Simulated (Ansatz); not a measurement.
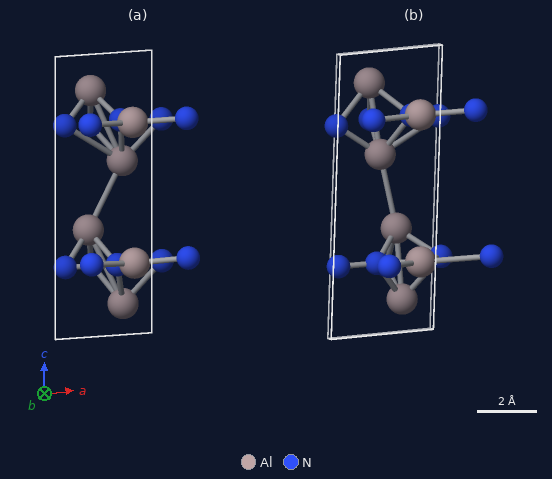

The structure of solid AlN (a generated structure, set up in P1) (coarse preliminary run) before (left) and after (right) a relaxation, at one scale.

Style: ball-and-stick. Shown: the cell of the calculation, along the b axis.

Method: DFT PBE, scalar-relativistic, plane waves, PAW (Ansatz). Settings: plane-wave cutoff 420 eV; k-point mesh 6 × 6 × 2; occupations gaussian; smearing width 0.2 eV; no spin polarisation; cell and atoms relaxed; force threshold 0.025 eV/Å; at most 60 steps.

Describe what moved and what it gained.

Answer. The run was cut off at its time limit before the relaxation converged, so the last structure is only a point on the way. The atom that moves furthest relative to the cell is an Al atom (1.04 Å roughly along +a). Largest moves by element: Al 1.04 Å, N 0.69 Å. Cell: a 3.453 → 3.616 Å (+4.7 %), b 5.756 → 5.379 Å (−6.6 %), c 9.681 → 9.744 Å (+0.7 %), α 87.4° → 86.9°, β 85.4° → 82.1°, γ 73.5° → 77.6°. Volume −0.3 %. Near-neighbour distances that change, for instance: Al–N 2.940 → 1.875 Å, Al–N 1.862 → 2.892 Å, Al–N 2.730 → 1.971 Å, Al–N 2.603 → 1.914 Å. New bonds form: Al–N (2.94 → 1.88 Å), N–N (1.79 → 1.42 Å). Bonds break: Al–N (1.86 → 2.89 Å). Bond angles that change, for instance: Al–N–N 59.4° → 123.6°, Al–Al–Al 126.8° → 176.4°, Al–Al–Al 126.4° → 172.3°. The space group stays P1 (No. 1). After 17 accepted moves (19 points after the start) the energy has fallen by 318 meV per atom. Largest force component: 3.7 eV/Å at the start, 0.038 eV/Å at the end. The pressure goes from 0.94 to −0.01 GPa. The line search rejected the trial steps at points 14, 17 of the run. The run took 9.6 min on 1 thread of Arm Neoverse V1, with other jobs on the host, peak memory 0.48 GiB.
